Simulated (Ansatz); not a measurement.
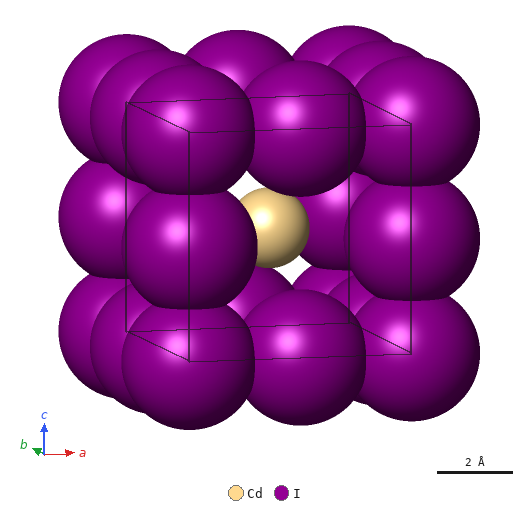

View slightly off an axis, drawn as a space-filling model. The conventional unit cell is outlined; an atom on or near a face, edge or corner is repeated at each equivalent position. Cell: a = 6.23 Å, b = 6.23 Å, c = 6.23 Å, α = 90.00°, β = 90.00°, γ = 90.00°.

Its origin is a random cell made by a generator, so it need not be a real form of the compound. Earlier steps of the study may have refined or changed the cell and positions. An electronic-structure calculation with Ansatz was run on it.

> Notes on the structure:

It has the composition CdI4. The structure has Pm-3m (No. 221) symmetry and a primitive cubic lattice. With Z = 1, the cell contains 1 Cd, 4 I. I takes two kinds of site: 3d with two I in a linear arrangement at about 3.1 Å; 1a with six I in an octahedral arrangement at about 3.1 Å.

The numbers come from DFT PBE, scalar-relativistic, plane waves, PAW in Ansatz 0.2.0, using 420 eV cutoff, the zone sampled with 6×6×6 points, Gaussian smearing of 0.1 eV, no spin polarisation.

> Classify it as metallic or gapped, with the value.

A metal: bands cross the Fermi level.

> What charge does Bader's analysis assign to each element?

Cd +0.42 e; I -0.22 to +0.24 e.

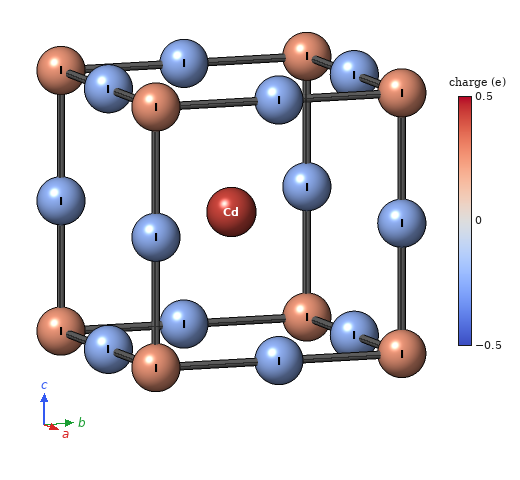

The atoms coloured by those charges. The run's cell of 5 atoms is drawn.

> Does the calculation find this structure at rest?

Yes. All forces vanish to within 0.01 eV/Å. The pressure is 0.0 GPa, close to zero.
